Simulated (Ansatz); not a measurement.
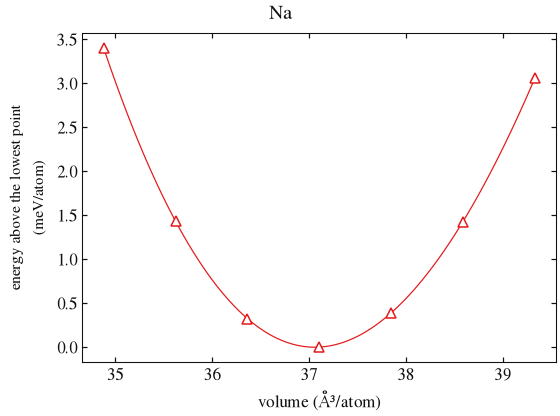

The picture above shows the energy above the lowest point against volume for Na, space group Fm-3m (No. 225) (one of a set of cubic test structures, which need not be the stable phase).

How it was computed, with Ansatz 0.2.0 development build: equation of state of a cubic crystal from periodic Kohn-Sham density functional theory without spin, third-order Birch-Murnaghan fit to the free energies; pressure corrected for the finite basis. Level: PBE.

structure type fcc; atoms in cell 1; space group number 225; lattice centring face-centred primitive; k mesh 35×35×35; occupation method Fermi–Dirac; occupation width 0.06123 eV; wave cutoff 420 eV; datasets soft-1 PAW; density tolerance 1e−07 eV; bands 9; density cutoff ratio 4; search for lower states default.

What equilibrium volume and bulk modulus follow from the curve?

Answer. A third-order Birch–Murnaghan fit gives V0 = 37.06 Å³/atom, B0 = 7.73 GPa and B′ = 3.7.

Limits of the calculation: cubic model structure, not the ambient form.
